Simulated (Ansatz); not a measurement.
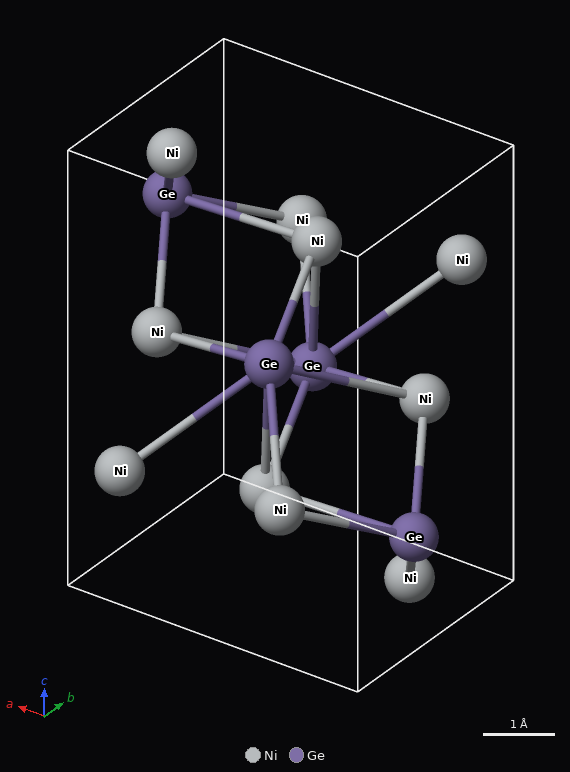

Drawn in the ball-and-stick manner and seen from a general direction. The conventional unit cell is outlined; an atom on or near a face, edge or corner is repeated at each equivalent position.

Ni2Ge, space group Pnma (No. 62), a = 5.05 Å, b = 3.79 Å, c = 7.18 Å, α = 90.00°, β = 90.00°, γ = 90.00°.

Results below were computed with DFT PBEsol, scalar-relativistic, plane waves, PAW in Ansatz; the settings were wavefunction cutoff 420 eV, k-mesh 8×10×6, Gaussian smearing of 0.1 eV, no spin polarisation (a spin-restricted run, not always the ground state).

### What is the electronic character?

A metal: bands cross the Fermi level.

### Would the cell expand or shrink if it could?

The computed pressure is 0.0 GPa, close to zero.

Provenance: a structure listed in the Materials Project. Earlier steps of the study, as a rule a relaxation of our own, may have changed the cell and positions, so they can lie some per cent off the listed ones. A calculation with Ansatz used it as input.
